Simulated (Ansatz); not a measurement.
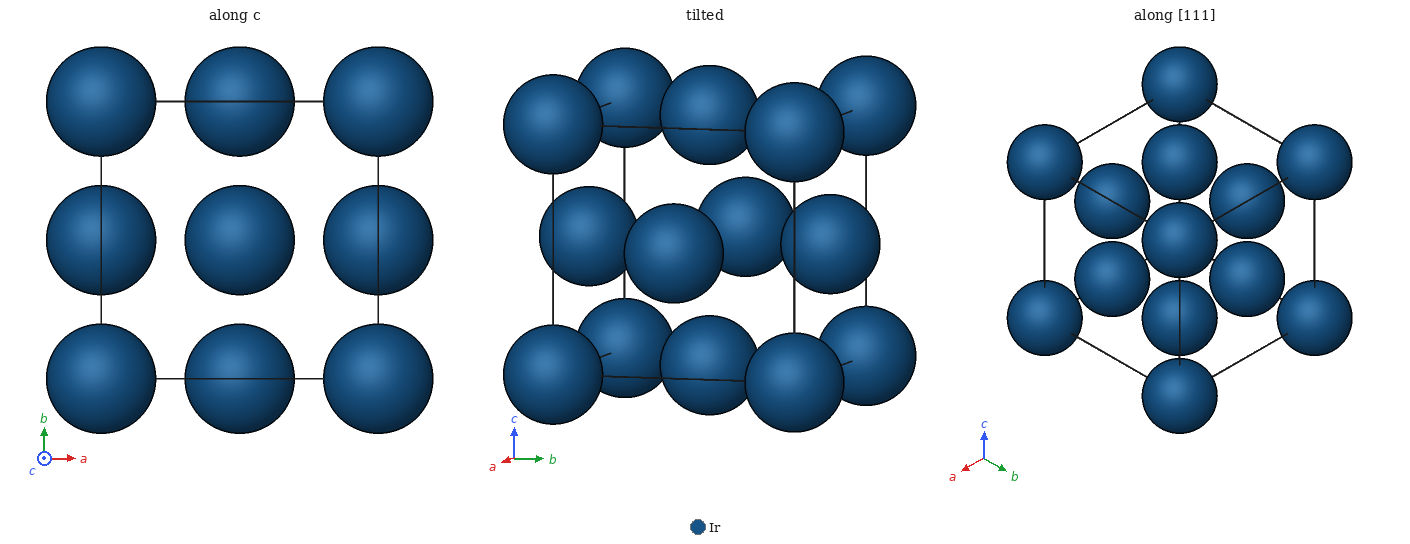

Shown here is a spheres-only view of the crystal, taken along the c axis, slightly off an axis and along [111]. The conventional unit cell is drawn as a box.

Edges and angles: a = 3.88 Å, b = 3.88 Å, c = 3.88 Å, α = 90.00°, β = 90.00°, γ = 90.00°.

### How many atoms does the cell contain?

4 (iridium), counting shared atoms by their share.

### Which of the Bravais lattices applies?

Face-centred cubic.

### What is the Hermann-Mauguin symbol of the space group?

Fm-3m (No. 225), with Ir on 4a.

### To which structure type does it belong?

Face-centred cubic (Cu type).

It goes back to the standard structure of this element. The geometry comes from a coarse first relaxation with DFT PBE, scalar-relativistic, plane waves, PAW in Ansatz 0.2.0.
